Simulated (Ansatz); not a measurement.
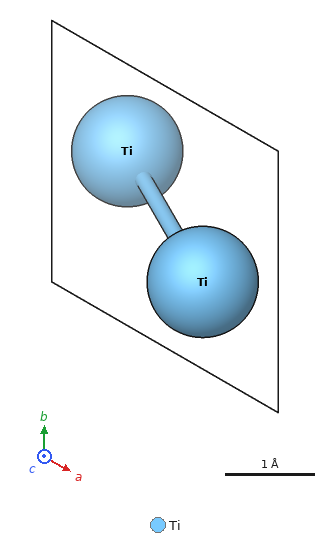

Fig. 1: The starting structure (ball-and-stick view of the cell of the calculation, along the c axis). An atom can appear more than once, as a periodic image. Near neighbours in the periodic cell (some may lie outside the picture): Ti has 12 Ti at 2.90 to 2.95 Å.

**Geometry relaxation of Ti (part 1 of 2)**

- system: Ti (P6₃/mmc, 2 atoms in the cell)
- method: DFT PBE+D3(BJ), scalar-relativistic, plane waves, PAW, no spin polarisation (Ansatz 0.2.0)

The structure derives from an entry of the Crystallography Open Database.

The program's output:
```
Engine: ansatz 0.2.0, x86_64-unknown-linux-gnu
Pseudopotentials: kind: paw
Pseudopotential: Ti, paw, valence charge 12, recommended cutoff 420 eV (normal), Ti.paw.azcp
Functional definition: PBE
  parameter kappa = 0.804
  parameter beta = 0.06672455060314922
  exchange = pbe_x(kappa = kappa, mu = beta*pi^2/3)
  correlation = pbe_c(beta = beta)
Crystal: 2 atoms, lattice volume = 35.316 Å³
Basis set: ecut = 420 eV, 687 PW (Γ), exchange–correlation on 40×40×64 points (8 copies of the dense FFT grid, shifted against one another)
Bands: 16, of which v1, the nominal top of the filled ones, is band 12 counted from 1 (11 counted from 0)
Symmetry: 24 space group operations
Space group: P63/mmc (ITA 194), of the structure as read, at distance tolerance 3.3e-5 Å
k-points: 222 of 3240
Non-local potential: Ti, projectors of the file, l = 0: 3, l = 1: 2, l = 2: 3, l = 3: 1
PAW form: soft (Blöchl's): semilocal exchange-correlation on the pseudo side does not see the compensation charge
PAW one-centre angular grid: Ti, 590 points (default); XC on 64 Gauss nodes
Initial density: superposition of atomic densities (neutral atoms: chi_scale 0, normalization atom), corrected by the library's trained network
Initial wavefunctions: pseudopotential atomic-orbital guess
Functional: x = pbe(κ = 0.804, μ = 0.2195149727645171), c = pbe(β = 0.06672455060314922)
SCF iter   1: F=—  HF=-5000.519655 eV  |F-HF|=—  |Δ(HF+E_count)|=         —  Δρ=4.89e-3  dr2=4.01e-3  ethr=1.77e-3  ⟨swp⟩=3.6  Hψ=14215  notcnv=0
preconditioner: auto → none  [metal: Δε(μ)=0.007 eV  Ē_g=2.795 eV  σ=0.100 eV  W_gap=0.04  n_scr=8 (ndim 8)  ℏωp=17.7 eV  f_vac=0.000  D(μ)=1.89/eV (n_scr^D=22)  sad-step TF]
SCF iter   2: F=—  HF=-5000.518770 eV  |F-HF|=—  |Δ(HF+E_count)|=   8.85e-4  Δρ=2.45e-3  dr2=1.07e-3  ethr=1.67e-5  ⟨swp⟩=1.0  Hψ=5328  notcnv=0
SCF iter   3: F=—  HF=-5000.518926 eV  |F-HF|=—  |Δ(HF+E_count)|=   1.56e-4  Δρ=3.16e-4  dr2=1.42e-5  ethr=4.47e-6  ⟨swp⟩=2.5  Hψ=5276  notcnv=0
SCF iter   4: F=—  HF=-5000.518960 eV  |F-HF|=—  |Δ(HF+E_count)|=   3.37e-5  Δρ=8.41e-5  dr2=2.13e-6  ethr=5.93e-8  ⟨swp⟩=2.4  Hψ=6102  notcnv=0
iter 5 did not close the SCF: its close was put off for the readings that it lacked (scf_convergence_deferred on its scf_iter line)
SCF iter   5: F=-5000.518959 eV  HF=-5000.518959 eV  |F-HF|=2.33e-10  |Δ(HF+E_count)|=   6.67e-7  Δρ=9.87e-6  dr2=2.22e-8  ethr=8.86e-9  ⟨swp⟩=2.6  Hψ=6079  notcnv=0
SCF iter   6: F=-5000.518959 eV  HF=-5000.518959 eV  |F-HF|=8.19e-12  |Δ(HF+E_count)|=   5.33e-9  Δρ=6.79e-7  dr2=8.62e-11  ethr=9.25e-11  ⟨swp⟩=4.2  Hψ=17143  notcnv=0
the search or the solves at the SCF's close seem to have found levels that the self-consistency loop had missed (the run counts 2). By its estimate they hold under 1e-12 electrons; where the run keeps them, the occupations were computed again with them
SCF 1 converged in 6 iterations: F = -5000.518959 eV  dr2 = 8.62e-11
  greatest PAW one-centre occupation: 0.999 electrons in one spin orbital (limit 2), on the Ti atom at site 1 (counted from 0), in its partial waves of l = 0
relax step   1: F+E_penalty+E_count = -5000.51895886 eV  Δ(F+E_penalty+E_count) = +0.000e0 eV  max|allowed force component| = 9.252e-17 eV/Å  Δτ_max = 0.0000 Å  P = -7.276 GPa  Ω = 35.316 Å³  (6 SCF iters, dr2 threshold 1.00e-7 eV, accepted)
Crystal: 2 atoms, lattice volume = 30.495 Å³
Basis set: ecut = 420 eV, 603 PW (Γ), exchange–correlation on 40×40×64 points (8 copies of the dense FFT grid, shifted against one another)
Initial density: handed on by an earlier stage of this run
Initial wavefunctions: those handed on with the density
iter 1 solved again at ethr=2.43e-5 eV; its pass at ethr=3.10e-3 eV (dr2=5.84e-3 eV) is discarded
SCF iter   1: F=—  HF=-5000.492777 eV  |F-HF|=—  |Δ(HF+E_count)|=         —  Δρ=4.74e-3  dr2=6.04e-3  ethr=2.43e-5  ⟨swp⟩=1.0  Hψ=23787  notcnv=0
preconditioner: auto → none  [metal: Δε(μ)=0.013 eV  Ē_g=3.170 eV  σ=0.100 eV  W_gap=0.07  n_scr=8 (ndim 8)  ℏωp=19.0 eV  f_vac=0.000  D(μ)=1.73/eV (n_scr^D=22)]
SCF iter   2: F=—  HF=-5000.492816 eV  |F-HF|=—  |Δ(HF+E_count)|=   3.84e-5  Δρ=1.87e-3  dr2=4.48e-4  ethr=2.43e-5  ⟨swp⟩=2.4  Hψ=5242  notcnv=0
SCF iter   3: F=—  HF=-5000.493467 eV  |F-HF|=—  |Δ(HF+E_count)|=   6.51e-4  Δρ=4.58e-4  dr2=2.75e-5  ethr=1.87e-6  ⟨swp⟩=2.0  Hψ=4361  notcnv=0
SCF iter   4: F=—  HF=-5000.493498 eV  |F-HF|=—  |Δ(HF+E_count)|=   3.11e-5  Δρ=5.51e-5  dr2=7.30e-7  ethr=1.14e-7  ⟨swp⟩=2.3  Hψ=4958  notcnv=0
iter 5 did not close the SCF: its close was put off for the readings that it lacked (scf_convergence_deferred on its scf_iter line)
SCF iter   5: F=-5000.493498 eV  HF=-5000.493498 eV  |F-HF|=5.24e-9  |Δ(HF+E_count)|=   1.19e-7  Δρ=6.67e-6  dr2=7.57e-9  ethr=3.04e-9  ⟨swp⟩=2.0  Hψ=4334  notcnv=0
SCF iter   6: F=-5000.493498 eV  HF=-5000.493498 eV  |F-HF|=4.00e-11  |Δ(HF+E_count)|=   3.04e-9  Δρ=8.74e-7  dr2=6.55e-11  ethr=3.16e-11  ⟨swp⟩=3.7  Hψ=16695  notcnv=0
SCF 2 converged in 6 iterations: F = -5000.493498 eV  dr2 = 6.55e-11
relax step   2: F+E_penalty+E_count = -5000.49349795 eV  Δ(F+E_penalty+E_count) = +2.546e-2 eV  max|allowed force component| = 2.035e-16 eV/Å  Δτ_max = 0.0000 Å  P = +10.981 GPa  Ω = 30.495 Å³  energy of the carried Pulay correction = +4.479e-4 eV  (6 SCF iters, dr2 threshold 2.00e-7 eV, rejected (line search))
Crystal: 2 atoms, lattice volume = 33.225 Å³
Basis set: ecut = 420 eV, 627 PW (Γ), exchange–correlation on 40×40×64 points (8 copies of the dense FFT grid, shifted against one another)
iter 1 solved again at ethr=7.84e-6 eV; its pass at ethr=3.10e-3 eV (dr2=1.88e-3 eV) is discarded
SCF iter   1: F=—  HF=-5000.573446 eV  |F-HF|=—  |Δ(HF+E_count)|=         —  Δρ=2.58e-3  dr2=1.94e-3  ethr=7.84e-6  ⟨swp⟩=1.0  Hψ=23808  notcnv=0
preconditioner: auto → none  [metal: Δε(μ)=0.009 eV  Ē_g=2.921 eV  σ=0.100 eV  W_gap=0.05  n_scr=8 (ndim 8)  ℏωp=18.2 eV  f_vac=0.000  D(μ)=1.80/eV (n_scr^D=22)]
SCF iter   2: F=—  HF=-5000.573701 eV  |F-HF|=—  |Δ(HF+E_count)|=   2.55e-4  Δρ=1.12e-3  dr2=1.74e-4  ethr=7.84e-6  ⟨swp⟩=2.1  Hψ=4570  notcnv=0
SCF iter   3: F=—  HF=-5000.573967 eV  |F-HF|=—  |Δ(HF+E_count)|=   2.66e-4  Δρ=2.53e-4  dr2=1.14e-5  ethr=7.26e-7  ⟨swp⟩=2.3  Hψ=4843  notcnv=0
SCF iter   4: F=—  HF=-5000.573971 eV  |F-HF|=—  |Δ(HF+E_count)|=   3.84e-6  Δρ=3.50e-5  dr2=3.22e-7  ethr=4.74e-8  ⟨swp⟩=3.0  Hψ=6468  notcnv=0
SCF iter   5: F=—  HF=-5000.573971 eV  |F-HF|=—  |Δ(HF+E_count)|=   2.35e-7  Δρ=4.27e-6  dr2=3.26e-9  ethr=1.34e-9  ⟨swp⟩=2.0  Hψ=4339  notcnv=0
SCF iter   6: F=—  HF=-5000.573971 eV  |F-HF|=—  |Δ(HF+E_count)|=   1.45e-9  Δρ=5.89e-7  dr2=3.56e-11  ethr=1.36e-11  ⟨swp⟩=2.3  Hψ=6178  notcnv=0
SCF iter   7: F=-5000.573971 eV  HF=-5000.573971 eV  |F-HF|=2.73e-12  |Δ(HF+E_count)|=  1.64e-11  Δρ=5.49e-8  dr2=3.68e-13  ethr=1.00e-12  ⟨swp⟩=4.7  Hψ=13011  notcnv=0
SCF 3 converged in 7 iterations: F = -5000.573971 eV  dr2 = 3.68e-13
relax step   3: F+E_penalty+E_count = -5000.57397105 eV  Δ(F+E_penalty+E_count) = -5.501e-2 eV  max|allowed force component| = 3.701e-16 eV/Å  Δτ_max = 0.0000 Å  P = -0.802 GPa  Ω = 33.225 Å³  energy of the carried Pulay correction = +1.868e-4 eV  (7 SCF iters, accepted)
Crystal: 2 atoms, lattice volume = 32.983 Å³
iter 1 solved again at ethr=5.45e-8 eV; its pass at ethr=3.10e-3 eV (dr2=1.31e-5 eV) is discarded
SCF iter   1: F=—  HF=-5000.574589 eV  |F-HF|=—  |Δ(HF+E_count)|=         —  Δρ=2.52e-4  dr2=2.02e-5  ethr=5.45e-8  ⟨swp⟩=2.0  Hψ=23337  notcnv=0
preconditioner: auto → none  [metal: Δε(μ)=0.017 eV  Ē_g=2.954 eV  σ=0.100 eV  W_gap=0.10  n_scr=8 (ndim 8)  ℏωp=18.3 eV  f_vac=0.000  D(μ)=1.77/eV (n_scr^D=22)]
SCF iter   2: F=—  HF=-5000.574562 eV  |F-HF|=—  |Δ(HF+E_count)|=   2.65e-5  Δρ=9.86e-5  dr2=1.41e-6  ethr=5.45e-8  ⟨swp⟩=3.0  Hψ=6494  notcnv=0
SCF iter   3: F=—  HF=-5000.574564 eV  |F-HF|=—  |Δ(HF+E_count)|=   1.42e-6  Δρ=2.88e-5  dr2=1.29e-7  ethr=5.89e-9  ⟨swp⟩=2.0  Hψ=4252  notcnv=0
iter 4 did not close the SCF: its close was put off for the readings that it lacked (scf_convergence_deferred on its scf_iter line)
SCF iter   4: F=-5000.574564 eV  HF=-5000.574564 eV  |F-HF|=6.78e-10  |Δ(HF+E_count)|=   2.50e-7  Δρ=3.06e-6  dr2=2.61e-9  ethr=5.36e-10  ⟨swp⟩=2.0  Hψ=4368  notcnv=0
iter 5 did not close the SCF: its close was put off for the readings that it lacked (scf_convergence_deferred on its scf_iter line)
SCF iter   5: F=-5000.574564 eV  HF=-5000.574564 eV  |F-HF|=7.28e-12  |Δ(HF+E_count)|=  1.46e-10  Δρ=2.67e-7  dr2=1.21e-11  ethr=1.09e-11  ⟨swp⟩=2.0  Hψ=4405  notcnv=0
SCF iter   6: F=-5000.574564 eV  HF=-5000.574564 eV  |F-HF|=1.82e-12  |Δ(HF+E_count)|=  4.55e-12  Δρ=4.66e-8  dr2=1.96e-13  ethr=1.00e-12  ⟨swp⟩=3.1  Hψ=13445  notcnv=0
SCF 4 converged in 6 iterations: F = -5000.574564 eV  dr2 = 1.96e-13
relax step   4: F+E_penalty+E_count = -5000.57456415 eV  Δ(F+E_penalty+E_count) = -5.931e-4 eV  max|allowed force component| = 1.203e-16 eV/Å  Δτ_max = 0.0000 Å  P = +0.077 GPa  Ω = 32.983 Å³  energy of the carried Pulay correction = +2.092e-4 eV  (6 SCF iters, dr2 threshold 2.00e-7 eV, accepted)
Crystal: 2 atoms, lattice volume = 33.004 Å³
iter 1 solved again at ethr=3.17e-10 eV; its pass at ethr=3.10e-3 eV (dr2=7.61e-8 eV) is discarded
SCF iter   1: F=—  HF=-5000.574594 eV  |F-HF|=—  |Δ(HF+E_count)|=         —  Δρ=2.27e-5  dr2=1.38e-7  ethr=3.17e-10  ⟨swp⟩=2.2  Hψ=23242  notcnv=0
preconditioner: auto → none  [metal: Δε(μ)=0.018 eV  Ē_g=2.951 eV  σ=0.100 eV  W_gap=0.10  n_scr=8 (ndim 8)  ℏωp=18.3 eV  f_vac=0.000  D(μ)=1.78/eV (n_scr^D=22)]
iter 2 did not close the SCF: its close was put off for the readings that it lacked (scf_convergence_deferred on its scf_iter line)
SCF iter   2: F=-5000.574569 eV  HF=-5000.574569 eV  |F-HF|=1.32e-8  |Δ(HF+E_count)|=   2.52e-5  Δρ=9.61e-6  dr2=1.07e-8  ethr=3.17e-10  ⟨swp⟩=2.2  Hψ=5779  notcnv=0
iter 3 did not close the SCF: its close was put off for the readings that it lacked (scf_convergence_deferred on its scf_iter line)
SCF iter   3: F=-5000.574569 eV  HF=-5000.574569 eV  |F-HF|=1.73e-9  |Δ(HF+E_count)|=   1.26e-8  Δρ=2.94e-6  dr2=9.83e-10  ethr=4.48e-11  ⟨swp⟩=2.1  Hψ=4445  notcnv=0
iter 4 did not close the SCF: its close was put off for the readings that it lacked (scf_convergence_deferred on its scf_iter line)
SCF iter   4: F=-5000.574569 eV  HF=-5000.574569 eV  |F-HF|=9.09e-12  |Δ(HF+E_count)|=   1.96e-9  Δρ=2.98e-7  dr2=2.20e-11  ethr=4.09e-12  ⟨swp⟩=2.0  Hψ=4486  notcnv=0
iter 5 did not close the SCF: its close was put off for the readings that it lacked (scf_convergence_deferred on its scf_iter line)
SCF iter   5: F=-5000.574569 eV  HF=-5000.574569 eV  |F-HF|=1.82e-12  |Δ(HF+E_count)|=  1.82e-12  Δρ=4.56e-8  dr2=4.28e-13  ethr=1.00e-12  ⟨swp⟩=1.0  Hψ=3552  notcnv=0
SCF iter   6: F=-5000.574569 eV  HF=-5000.574569 eV  |F-HF|=2.73e-12  |Δ(HF+E_count)|=  9.09e-13  Δρ=5.43e-9  dr2=2.60e-15  ethr=1.00e-12  ⟨swp⟩=3.0  Hψ=12038  notcnv=0
SCF 5 converged in 6 iterations: F = -5000.574569 eV  dr2 = 2.60e-15
relax step   5: F+E_penalty+E_count = -5000.57456885 eV  Δ(F+E_penalty+E_count) = -4.705e-6 eV  max|allowed force component| = 1.573e-16 eV/Å  Δτ_max = 0.0000 Å  P = +0.002 GPa  Ω = 33.004 Å³  energy of the carried Pulay correction = +2.073e-4 eV  (6 SCF iters, accepted)
Initial wavefunctions: pseudopotential atomic-orbital guess (no wavefunctions were taken with the density)
iter 1 solved again at ethr=2.29e-9 eV; its pass at ethr=3.10e-3 eV (dr2=5.50e-7 eV) is discarded
SCF iter   1: F=—  HF=-5000.574288 eV  |F-HF|=—  |Δ(HF+E_count)|=         —  Δρ=7.96e-5  dr2=2.62e-7  ethr=2.29e-9  ⟨swp⟩=2.8  Hψ=24198  notcnv=0
SCF iter   2: F=—  HF=-5000.574263 eV  |F-HF|=—  |Δ(HF+E_count)|=   2.50e-5  Δρ=3.90e-5  dr2=6.67e-8  ethr=1.09e-9  ⟨swp⟩=2.2  Hψ=5728  notcnv=0
SCF iter   3: F=—  HF=-5000.574263 eV  |F-HF|=—  |Δ(HF+E_count)|=   1.03e-7  Δρ=6.07e-6  dr2=6.08e-9  ethr=2.78e-10  ⟨swp⟩=3.0  Hψ=6333  notcnv=0
SCF iter   4: F=—  HF=-5000.574263 eV  |F-HF|=—  |Δ(HF+E_count)|=  7.75e-10  Δρ=1.81e-6  dr2=2.82e-10  ethr=2.53e-11  ⟨swp⟩=2.0  Hψ=5662  notcnv=0
iter 5 did not close the SCF: its close was put off for the readings that it lacked (scf_convergence_deferred on its scf_iter line)
SCF iter   5: F=-5000.574263 eV  HF=-5000.574263 eV  |F-HF|=9.09e-13  |Δ(HF+E_count)|=  3.59e-10  Δρ=5.28e-8  dr2=3.61e-13  ethr=1.17e-12  ⟨swp⟩=2.7  Hψ=6063  notcnv=0
SCF iter   6: F=-5000.574263 eV  HF=-5000.574263 eV  |F-HF|=9.09e-13  |Δ(HF+E_count)|=  9.09e-13  Δρ=1.31e-8  dr2=1.23e-14  ethr=1.00e-12  ⟨swp⟩=2.8  Hψ=11243  notcnv=0
SCF 6 converged in 6 iterations: F = -5000.574263 eV  dr2 = 1.23e-14
relax step   6: F+E_penalty+E_count = -5000.57426309 eV  Δ(F+E_penalty+E_count) = +3.058e-4 eV  max|allowed force component| = 1.480e-16 eV/Å  Δτ_max = 0.0000 Å  P = +0.018 GPa  Ω = 33.004 Å³  stress off target by 2.56e-2 GPa  SCF on the basis re-selected at this cell (its energy is not comparable with the rows above)  (6 SCF iters)
```

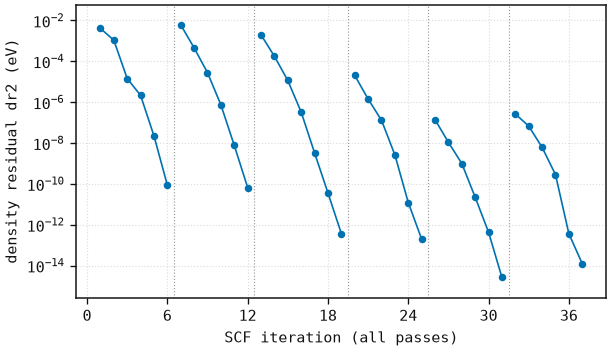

Fig. 2: Convergence of the self-consistent field: density residual dr2 against the SCF iteration. The dotted lines part the SCF passes of the relaxation: geometry steps, rejected trials and re-solves on a re-selected basis. The 6 passes take 6 to 7 iterations each, 37 in all.
